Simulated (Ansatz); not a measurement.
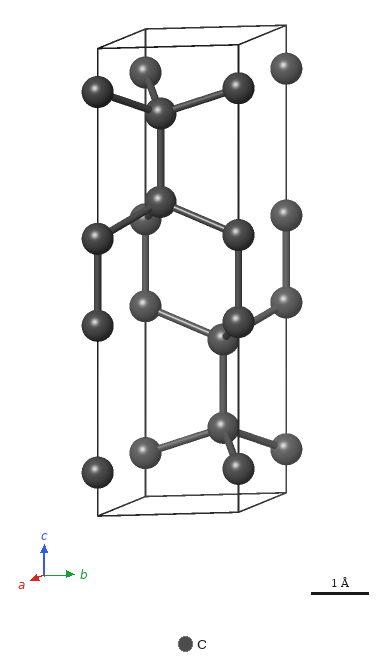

Phonons of a crystal of C, space group P6₃/mmc (No. 194), at the zone centre. A ball-and-stick model of the cell of the calculation, seen slightly off an axis.

Method: DFT PBE, scalar-relativistic, plane waves, PAW (Ansatz 0.2.0). (plane-wave cutoff 420 eV; k-point mesh 12 × 12 × 4; occupations gaussian; smearing width 0.05 eV; no spin polarisation)

Frequencies are those without the non-analytic (LO–TO) term.

**List the optical modes.**

The calculation's cell holds 8 atoms, so there are 21 optical modes, in 13 levels. No level is unstable.

```json
{"level": "1", "symmetry": "E₂u", "frequency (cm⁻¹)": "390", "activity": "silent"}
{"level": "2", "symmetry": "E₂g", "frequency (cm⁻¹)": "408", "activity": "Raman-active"}
{"level": "3", "symmetry": "E₁g", "frequency (cm⁻¹)": "536", "activity": "Raman-active"}
{"level": "4", "symmetry": "B₁g", "frequency (cm⁻¹)": "689", "activity": "silent"}
{"level": "5", "symmetry": "B₂u", "frequency (cm⁻¹)": "698", "activity": "silent"}
{"level": "6", "symmetry": "A₁g", "frequency (cm⁻¹)": "1037", "activity": "Raman-active"}
{"level": "7", "symmetry": "E₁u", "frequency (cm⁻¹)": "1190", "activity": "infrared-active"}
{"level": "8", "symmetry": "E₂g", "frequency (cm⁻¹)": "1229", "activity": "Raman-active"}
{"level": "9", "symmetry": "triply degenerate", "frequency (cm⁻¹)": "1241", "activity": "not assigned"}
{"level": "10", "symmetry": "B₂u", "frequency (cm⁻¹)": "1276", "activity": "silent"}
{"level": "11", "symmetry": "A₁g", "frequency (cm⁻¹)": "1279", "activity": "Raman-active"}
{"level": "12", "symmetry": "E₁g", "frequency (cm⁻¹)": "1292", "activity": "Raman-active"}
{"level": "13", "symmetry": "B₁g", "frequency (cm⁻¹)": "1302", "activity": "silent"}
```

The displacement patterns (one member of each degenerate set), 6 of the levels:

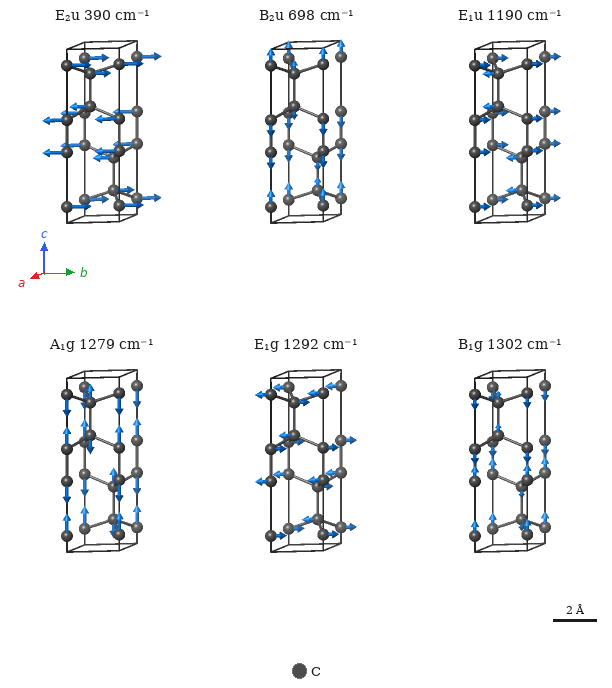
